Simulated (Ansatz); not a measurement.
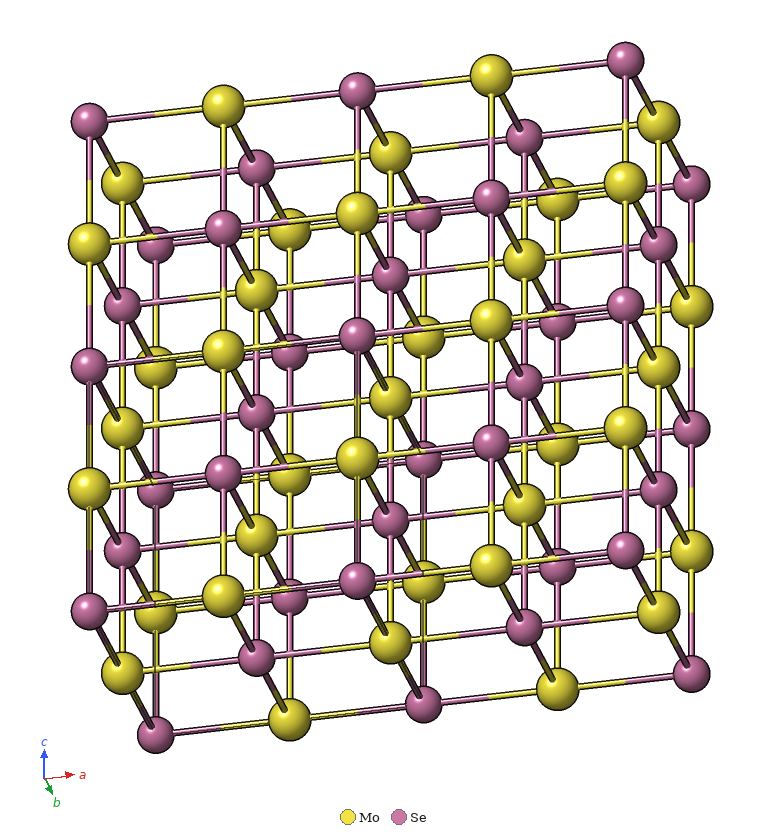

Crystal structure, ball-and-stick style, seen from a general direction. One conventional unit cell is drawn solid; the view covers 2×1×2 cells.

MoSe, space group Fm-3m (No. 225), a = 5.12 Å, b = 5.12 Å, c = 5.12 Å, α = 90.00°, β = 90.00°, γ = 90.00°.

All computed values are from DFT PBEsol, scalar-relativistic, plane waves, PAW (Ansatz). Settings: a plane-wave cutoff of 420 eV, k-points about 0.21 Å⁻¹ apart, Gaussian smearing of 0.05 eV, collinear spins.

**Metal, semiconductor or insulator?**

A metal: bands cross the Fermi level.

**What is the computed pressure?**

The computed pressure is 3.2 GPa (compressed: it would expand).

Starting structure: a structure type filled with these elements by a generator (whether the compound takes this form wasn't checked). The cell was then strained or its atoms displaced on purpose. It went into a calculation with Ansatz.
